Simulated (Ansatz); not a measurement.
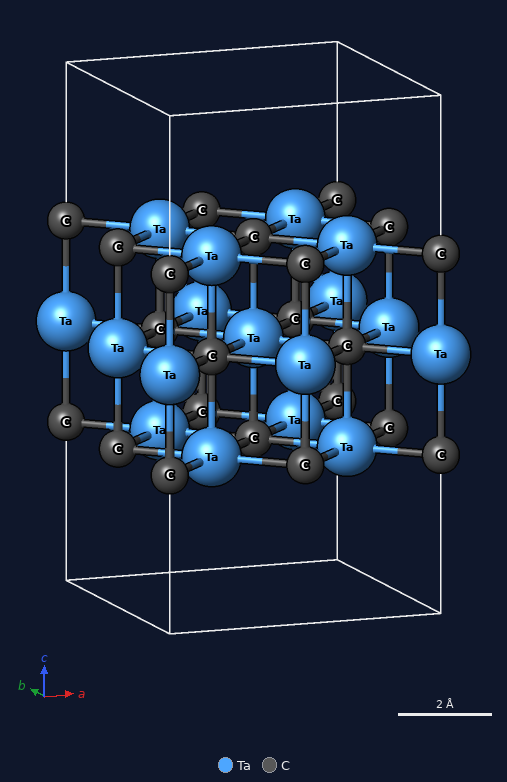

*The starting structure (ball-and-stick view of the cell of the calculation, with the vacuum cut short, seen slightly off an axis). An atom can appear more than once, as a periodic image.*

Near neighbours in the periodic cell (some may lie outside the picture): Ta has 5 C at 2.22 Å; C has 5 Ta at 2.22 Å; Ta has 6 C at 2.22 Å; C has 6 Ta at 2.22 Å.

# Run report: TaC, geometry relaxation (part 1 of 3)

System: TaC (slab, 24 atoms in the cell).
Method: DFT PBE+D3(BJ), scalar-relativistic, plane waves, PAW, no spin polarisation (Ansatz 0.2.0).

The structure derives from an entry of the Crystallography Open Database. The input holds or restrains some coordinates. Forces given for the steps count only the free coordinates. It belongs to a series of runs on one base structure; here: clean slab, lower planes held.

## The input
```yaml
crystal:
  lattice:
    - [6.2855222138, 0.0, 0.0]
    - [0.0, 6.2855222138, 0.0]
    - [0.0, 0.0, 20.4445353806]
  atoms:
    - { symbol: Ta, position: [0.25, 0.25, 0.3913026073] }
    - { symbol: Ta, position: [0.25, 0.75, 0.3913026073] }
    - { symbol: Ta, position: [0.75, 0.25, 0.3913026073] }
    - { symbol: Ta, position: [0.75, 0.75, 0.3913026073] }
    - { symbol: C, position: [0.5, 0.5, 0.3913026073] }
    - { symbol: C, position: [0.5, 0.0, 0.3913026073] }
    - { symbol: C, position: [0.0, 0.5, 0.3913026073] }
    - { symbol: C, position: [0.0, 0.0, 0.3913026073] }
    - { symbol: Ta, position: [0.5, 0.5, 0.5] }
    - { symbol: Ta, position: [0.5, 0.0, 0.5] }
    - { symbol: Ta, position: [0.0, 0.5, 0.5] }
    - { symbol: Ta, position: [0.0, 0.0, 0.5] }
    - { symbol: C, position: [0.75, 0.75, 0.5] }
    - { symbol: C, position: [0.75, 0.25, 0.5] }
    - { symbol: C, position: [0.25, 0.75, 0.5] }
    - { symbol: C, position: [0.25, 0.25, 0.5] }
    - { symbol: Ta, position: [0.75, 0.75, 0.6086973927] }
    - { symbol: Ta, position: [0.75, 0.25, 0.6086973927] }
    - { symbol: Ta, position: [0.25, 0.75, 0.6086973927] }
    - { symbol: Ta, position: [0.25, 0.25, 0.6086973927] }
    - { symbol: C, position: [0.0, 0.0, 0.6086973927] }
    - { symbol: C, position: [0.0, 0.5, 0.6086973927] }
    - { symbol: C, position: [0.5, 0.0, 0.6086973927] }
    - { symbol: C, position: [0.5, 0.5, 0.6086973927] }
basis:
  ecutwfc: 420
kpoints:
  mp_grid: { grid: [3, 3, 1] }
hamiltonian:
  xc: pbe
  dispersion: d3bj
scf:
  occupations: { method: gaussian, width: 0.1 }
output:
  forces: true
  eigenvalues: true
  write_density: true
  write_potential: true
  elf: true
  volumetric_format: npy
relax:
  adjacent_minimum: "off"
  f_tol: 0.03
  max_steps: 70
  constraints: [{ sites: [0, 1, 2, 3, 4, 5, 6, 7] }]
efield:
  axis: 3
  dipole_correction: true
  ramp_width: 0.04
```

Machine: 4 threads of Arm Neoverse V1, 24 GiB of memory available, shared host.

Launch command:
```bash
ansatz run input.yaml --threads 4 --pin off --max-ram 10240MiB --backend cpu --events-out ev --progress --plain --runs-dir out
```

## Output
```
Engine: ansatz 0.2.0, aarch64-unknown-linux-gnu
Pseudopotentials: kind: paw
Pseudopotential: Ta, paw, valence charge 13, recommended cutoff 420 eV (normal), Ta.paw.azcp
Pseudopotential: C, paw, valence charge 4, recommended cutoff 420 eV (normal), C.paw.azcp
Functional definition: PBE
  parameter kappa = 0.804
  parameter beta = 0.06672455060314922
  exchange = pbe_x(kappa = kappa, mu = beta*pi^2/3)
  correlation = pbe_c(beta = beta)
Crystal: 24 atoms, lattice volume = 807.718 Å³
Basis set: ecut = 420 eV, 15825 PW (Γ), exchange–correlation on 90×90×288 points (8 copies of the dense FFT grid, shifted against one another)
Bands: 126, of which v1, the nominal top of the filled ones, is band 102 counted from 1 (101 counted from 0)
Symmetry: 32 space group operations
k-points: 3 of 9
Non-local potential: Ta, projectors of the file, l = 0: 3, l = 1: 2, l = 2: 2, l = 3: 1
Non-local potential: C, projectors of the file, l = 0: 2, l = 1: 2, l = 2: 1
PAW form: soft (Blöchl's): semilocal exchange-correlation on the pseudo side does not see the compensation charge
PAW one-centre angular grid: Ta, 590 points (default); XC on 64 Gauss nodes
PAW one-centre angular grid: C, 110 points (default); XC on 64 Gauss nodes
Initial density: superposition of atomic densities (neutral atoms: chi_scale 0, normalization atom), corrected by the library's trained network
Initial wavefunctions: pseudopotential atomic-orbital guess
Functional: x = pbe(κ = 0.804, μ = 0.2195149727645171), c = pbe(β = 0.06672455060314922)
SCF iter   1: F=—  HF=-122210.423219 eV  |F-HF|=—  |Δ(HF+E_count)|=         —  Δρ=4.32e-3  dr2=1.11e0  ethr=1.77e-3  p=0.000 e·Å  D=3.69e-15 V/Å  ΔV_dip=-0.00 eV  dr2_dipole=4.83e-8  V_vac-E_F(+/−)=3.54/3.54 eV  ⟨swp⟩=9.0  Hψ=1942  notcnv=0
efield: sawtooth ramp at fractional position 0.9800 (placed from the atoms, in the widest stretch of the axis that holds none; the zero of the levels goes with the place), width 0.0400; the density the first Hamiltonian is built on has a dipole p = 0.000 e·Å; the dipole correction subtracts the counter field D = 3.69e-15 V/Å, which shifts the + side's vacuum level by -0.00 eV against the − side's; the planar-averaged density in the ramp window peaks in size at 2.8e-5 e/Å³
preconditioner: auto → LDOS  [insulator: Δε(μ)=0.330 eV  Ē_g=7.405 eV  σ=0.100 eV  W_gap=0.50  n_scr=130 (ndim 8)  ℏωp=13.6 eV  f_vac=0.584  D(μ)=10.05/eV (n_scr^D=48)  ε∞_Penn≈4.4  β→1.0]
SCF iter   2: F=—  HF=-122210.371805 eV  |F-HF|=—  |Δ(HF+E_count)|=   5.14e-2  Δρ=3.90e-3  dr2=2.57e-1  ethr=5.46e-4  p=-0.000 e·Å  D=-2.31e-6 V/Å  ΔV_dip=0.00 eV  dr2_dipole=7.55e-8  V_vac-E_F(+/−)=3.48/3.48 eV  ⟨swp⟩=2.3  Hψ=581  notcnv=0  defer=39
SCF iter   3: F=—  HF=-122210.330606 eV  |F-HF|=—  |Δ(HF+E_count)|=   4.12e-2  Δρ=1.01e-3  dr2=1.84e-2  ethr=1.26e-4  p=-0.000 e·Å  D=-1.82e-6 V/Å  ΔV_dip=0.00 eV  dr2_dipole=4.99e-10  V_vac-E_F(+/−)=3.47/3.47 eV  ⟨swp⟩=2.0  Hψ=510  notcnv=0  defer=39
SCF iter   4: F=—  HF=-122210.328804 eV  |F-HF|=—  |Δ(HF+E_count)|=   1.80e-3  Δρ=2.68e-4  dr2=1.93e-3  ethr=9.00e-6  p=-0.000 e·Å  D=-1.36e-6 V/Å  ΔV_dip=0.00 eV  dr2_dipole=2.20e-10  V_vac-E_F(+/−)=3.45/3.45 eV  ⟨swp⟩=2.7  Hψ=614  notcnv=0  defer=23
SCF iter   5: F=—  HF=-122210.328671 eV  |F-HF|=—  |Δ(HF+E_count)|=   1.32e-4  Δρ=8.60e-5  dr2=1.49e-4  ethr=9.45e-7  p=-0.000 e·Å  D=-8.64e-7 V/Å  ΔV_dip=0.00 eV  dr2_dipole=5.37e-11  V_vac-E_F(+/−)=3.44/3.44 eV  ⟨swp⟩=2.3  Hψ=497  notcnv=0  defer=23
SCF iter   6: F=—  HF=-122210.328703 eV  |F-HF|=—  |Δ(HF+E_count)|=   3.14e-5  Δρ=5.00e-5  dr2=3.58e-5  ethr=7.31e-8  p=-0.000 e·Å  D=-3.09e-7 V/Å  ΔV_dip=0.00 eV  dr2_dipole=6.56e-12  V_vac-E_F(+/−)=3.43/3.43 eV  ⟨swp⟩=3.7  Hψ=749  notcnv=0  defer=23
SCF iter   7: F=-122210.328694 eV  HF=-122210.328697 eV  |F-HF|=2.67e-6  |Δ(HF+E_count)|=   5.66e-6  Δρ=1.99e-5  dr2=6.61e-6  ethr=1.10e-8  p=-0.000 e·Å  D=-1.42e-7 V/Å  ΔV_dip=0.00 eV  dr2_dipole=1.68e-11  V_vac-E_F(+/−)=3.42/3.42 eV  ⟨swp⟩=29.3  Hψ=4655  notcnv=0
SCF 1 converged in 7 iterations: F = -122210.328694 eV  dr2 = 6.61e-6
  greatest PAW one-centre occupation: 0.999 electrons in one spin orbital (limit 2), on the Ta atom at site 11 (counted from 0), in its partial waves of l = 0
relax step   1: F+E_penalty+E_count = -122210.32869442 eV  Δ(F+E_penalty+E_count) = +0.000e0 eV  max|allowed force component| = 2.366e0 eV/Å  Δτ_max = 0.0000 Å  (7 SCF iters, dr2 threshold 2.25e-5 eV, accepted)
Initial density: handed on by an earlier stage of this run
Initial wavefunctions: those handed on with the density
iter 1 solved again at ethr=6.87e-4 eV; its pass at ethr=3.10e-3 eV (dr2=1.40e0 eV) is discarded
SCF iter   1: F=—  HF=-122211.357102 eV  |F-HF|=—  |Δ(HF+E_count)|=         —  Δρ=9.51e-3  dr2=1.48e0  ethr=6.87e-4  p=0.000 e·Å  D=2.54e-6 V/Å  ΔV_dip=-0.00 eV  dr2_dipole=2.66e-1  V_vac-E_F(+/−)=3.59/3.59 eV  ⟨swp⟩=1.7  Hψ=1383  notcnv=0  defer=33
efield: sawtooth ramp at fractional position 0.9800 (handed on by an earlier solve), width 0.0400; the density the first Hamiltonian is built on has a dipole p = 0.000 e·Å; the dipole correction subtracts the counter field D = 2.54e-6 V/Å, which shifts the + side's vacuum level by -0.00 eV against the − side's; the planar-averaged density in the ramp window peaks in size at 4.2e-6 e/Å³
preconditioner: auto → LDOS  [metal: Δε(μ)=0.033 eV  Ē_g=7.536 eV  σ=0.100 eV  W_gap=0.18  n_scr=130 (ndim 8)  ℏωp=13.6 eV  f_vac=0.592  D(μ)=12.56/eV (n_scr^D=66)  β→1.0]
SCF iter   2: F=—  HF=-122211.321163 eV  |F-HF|=—  |Δ(HF+E_count)|=   3.59e-2  Δρ=6.31e-3  dr2=6.70e-1  ethr=6.87e-4  p=-0.040 e·Å  D=-8.85e-3 V/Å  ΔV_dip=0.18 eV  dr2_dipole=2.61e-2  V_vac-E_F(+/−)=3.48/3.30 eV  ⟨swp⟩=3.0  Hψ=568  notcnv=0  defer=33
SCF iter   3: F=—  HF=-122211.218355 eV  |F-HF|=—  |Δ(HF+E_count)|=   1.03e-1  Δρ=1.16e-3  dr2=7.73e-2  ethr=3.28e-4  p=-0.049 e·Å  D=-1.10e-2 V/Å  ΔV_dip=0.22 eV  dr2_dipole=3.21e-2  V_vac-E_F(+/−)=3.52/3.30 eV  ⟨swp⟩=2.0  Hψ=623  notcnv=0  defer=37
SCF iter   4: F=—  HF=-122211.215131 eV  |F-HF|=—  |Δ(HF+E_count)|=   3.22e-3  Δρ=3.83e-4  dr2=1.19e-2  ethr=3.79e-5  p=-0.074 e·Å  D=-1.66e-2 V/Å  ΔV_dip=0.34 eV  dr2_dipole=6.15e-3  V_vac-E_F(+/−)=3.53/3.19 eV  ⟨swp⟩=2.0  Hψ=494  notcnv=0  defer=37
SCF iter   5: F=—  HF=-122211.214346 eV  |F-HF|=—  |Δ(HF+E_count)|=   7.85e-4  Δρ=1.03e-4  dr2=7.64e-4  ethr=5.82e-6  p=-0.092 e·Å  D=-2.07e-2 V/Å  ΔV_dip=0.42 eV  dr2_dipole=3.74e-4  V_vac-E_F(+/−)=3.54/3.11 eV  ⟨swp⟩=2.3  Hψ=433  notcnv=0  defer=37
SCF iter   6: F=-122211.214298 eV  HF=-122211.214339 eV  |F-HF|=4.16e-5  |Δ(HF+E_count)|=   7.07e-6  Δρ=4.72e-5  dr2=5.61e-5  ethr=4.90e-8  p=-0.099 e·Å  D=-2.21e-2 V/Å  ΔV_dip=0.45 eV  dr2_dipole=7.88e-6  V_vac-E_F(+/−)=3.55/3.09 eV  ⟨swp⟩=33.3  Hψ=4905  notcnv=0
SCF 2 converged in 6 iterations: F = -122211.214298 eV  dr2 = 5.61e-5
  greatest PAW one-centre occupation: 0.999 electrons in one spin orbital (limit 2), on the Ta atom at site 19 (counted from 0), in its partial waves of l = 0
relax step   2: F+E_penalty+E_count = -122211.21429754 eV  Δ(F+E_penalty+E_count) = -8.856e-1 eV  max|allowed force component| = 1.124e0 eV/Å  Δτ_max = 0.1997 Å  (6 SCF iters, dr2 threshold 1.00e-4 eV, accepted)
SCF iter   1: F=—  HF=-122211.410883 eV  |F-HF|=—  |Δ(HF+E_count)|=         —  Δρ=3.62e-3  dr2=6.05e-1  ethr=6.39e-4  p=-0.099 e·Å  D=-2.21e-2 V/Å  ΔV_dip=0.45 eV  dr2_dipole=1.24e-1  V_vac-E_F(+/−)=3.54/3.08 eV  ⟨swp⟩=4.0  Hψ=708  notcnv=0  defer=45
efield: sawtooth ramp at fractional position 0.9800 (handed on by an earlier solve), width 0.0400; the density the first Hamiltonian is built on has a dipole p = -0.099 e·Å; the dipole correction subtracts the counter field D = -2.21e-2 V/Å, which shifts the + side's vacuum level by +0.45 eV against the − side's; the planar-averaged density in the ramp window peaks in size at 7.0e-6 e/Å³
preconditioner: auto → LDOS  [metal: Δε(μ)=0.070 eV  Ē_g=7.518 eV  σ=0.100 eV  W_gap=0.37  n_scr=130 (ndim 8)  ℏωp=13.6 eV  f_vac=0.596  D(μ)=14.64/eV (n_scr^D=74)  β→1.0]
SCF iter   2: F=—  HF=-122211.373536 eV  |F-HF|=—  |Δ(HF+E_count)|=   3.73e-2  Δρ=2.03e-3  dr2=8.92e-2  ethr=2.97e-4  p=-0.114 e·Å  D=-2.55e-2 V/Å  ΔV_dip=0.52 eV  dr2_dipole=1.73e-2  V_vac-E_F(+/−)=3.57/3.05 eV  ⟨swp⟩=2.0  Hψ=595  notcnv=0  defer=45
SCF iter   3: F=—  HF=-122211.363290 eV  |F-HF|=—  |Δ(HF+E_count)|=   1.02e-2  Δρ=1.19e-3  dr2=3.89e-2  ethr=4.37e-5  p=-0.112 e·Å  D=-2.50e-2 V/Å  ΔV_dip=0.51 eV  dr2_dipole=1.13e-3  V_vac-E_F(+/−)=3.57/3.06 eV  ⟨swp⟩=3.0  Hψ=708  notcnv=0  defer=45
SCF iter   4: F=—  HF=-122211.355624 eV  |F-HF|=—  |Δ(HF+E_count)|=   7.67e-3  Δρ=1.65e-4  dr2=9.03e-4  ethr=1.91e-5  p=-0.116 e·Å  D=-2.61e-2 V/Å  ΔV_dip=0.53 eV  dr2_dipole=2.99e-4  V_vac-E_F(+/−)=3.58/3.05 eV  ⟨swp⟩=2.3  Hψ=647  notcnv=0  defer=45
SCF iter   5: F=-122211.355552 eV  HF=-122211.355612 eV  |F-HF|=5.98e-5  |Δ(HF+E_count)|=   1.15e-5  Δρ=5.08e-5  dr2=6.25e-5  ethr=3.87e-8  p=-0.117 e·Å  D=-2.62e-2 V/Å  ΔV_dip=0.54 eV  dr2_dipole=2.26e-5  V_vac-E_F(+/−)=3.59/3.05 eV  ⟨swp⟩=27.3  Hψ=4973  notcnv=0
SCF 3 converged in 5 iterations: F = -122211.355552 eV  dr2 = 6.25e-5
relax step   3: F+E_penalty+E_count = -122211.35555227 eV  Δ(F+E_penalty+E_count) = -1.413e-1 eV  max|allowed force component| = 1.920e-1 eV/Å  Δτ_max = 0.0550 Å  (5 SCF iters, dr2 threshold 7.89e-5 eV, accepted)
SCF iter   1: F=—  HF=-122211.376588 eV  |F-HF|=—  |Δ(HF+E_count)|=         —  Δρ=1.15e-3  dr2=1.57e-2  ethr=3.21e-4  p=-0.117 e·Å  D=-2.62e-2 V/Å  ΔV_dip=0.54 eV  dr2_dipole=5.07e-3  V_vac-E_F(+/−)=3.58/3.04 eV  ⟨swp⟩=2.0  Hψ=562  notcnv=0  defer=26
efield: sawtooth ramp at fractional position 0.9800 (handed on by an earlier solve), width 0.0400; the density the first Hamiltonian is built on has a dipole p = -0.117 e·Å; the dipole correction subtracts the counter field D = -2.62e-2 V/Å, which shifts the + side's vacuum level by +0.54 eV against the − side's; the planar-averaged density in the ramp window peaks in size at 6.8e-6 e/Å³
preconditioner: auto → LDOS  [metal: Δε(μ)=0.084 eV  Ē_g=7.516 eV  σ=0.100 eV  W_gap=0.43  n_scr=130 (ndim 8)  ℏωp=13.6 eV  f_vac=0.595  D(μ)=13.24/eV (n_scr^D=74)  β→1.0]
SCF iter   2: F=—  HF=-122211.373811 eV  |F-HF|=—  |Δ(HF+E_count)|=   2.78e-3  Δρ=5.46e-4  dr2=4.34e-3  ethr=7.70e-6  p=-0.100 e·Å  D=-2.25e-2 V/Å  ΔV_dip=0.46 eV  dr2_dipole=1.78e-4  V_vac-E_F(+/−)=3.54/3.08 eV  ⟨swp⟩=3.0  Hψ=613  notcnv=0  defer=25
SCF iter   3: F=—  HF=-122211.373158 eV  |F-HF|=—  |Δ(HF+E_count)|=   6.53e-4  Δρ=1.68e-4  dr2=9.49e-4  ethr=2.13e-6  p=-0.099 e·Å  D=-2.23e-2 V/Å  ΔV_dip=0.46 eV  dr2_dipole=4.53e-4  V_vac-E_F(+/−)=3.54/3.08 eV  ⟨swp⟩=2.7  Hψ=708  notcnv=0  defer=25
SCF iter   4: F=—  HF=-122211.373018 eV  |F-HF|=—  |Δ(HF+E_count)|=   1.41e-4  Δρ=5.94e-5  dr2=1.63e-4  ethr=4.65e-7  p=-0.095 e·Å  D=-2.14e-2 V/Å  ΔV_dip=0.44 eV  dr2_dipole=9.85e-5  V_vac-E_F(+/−)=3.53/3.09 eV  ⟨swp⟩=2.3  Hψ=517  notcnv=0  defer=25
SCF iter   5: F=—  HF=-122211.372999 eV  |F-HF|=—  |Δ(HF+E_count)|=   1.87e-5  Δρ=1.58e-5  dr2=7.81e-6  ethr=8.01e-8  p=-0.092 e·Å  D=-2.07e-2 V/Å  ΔV_dip=0.42 eV  dr2_dipole=4.99e-6  V_vac-E_F(+/−)=3.52/3.10 eV  ⟨swp⟩=2.0  Hψ=478  notcnv=0  defer=25
SCF iter   6: F=-122211.372998 eV  HF=-122211.372999 eV  |F-HF|=5.31e-7  |Δ(HF+E_count)|=   9.71e-8  Δρ=6.39e-6  dr2=7.67e-7  ethr=1.13e-9  p=-0.092 e·Å  D=-2.05e-2 V/Å  ΔV_dip=0.42 eV  dr2_dipole=3.40e-7  V_vac-E_F(+/−)=3.52/3.10 eV  ⟨swp⟩=27.3  Hψ=4163  notcnv=0
SCF 4 converged in 6 iterations: F = -122211.372998 eV  dr2 = 7.67e-7
relax step   4: F+E_penalty+E_count = -122211.37299827 eV  Δ(F+E_penalty+E_count) = -1.745e-2 eV  max|allowed force component| = 9.333e-2 eV/Å  Δτ_max = 0.0154 Å  (6 SCF iters, dr2 threshold 2.30e-6 eV, accepted)
```
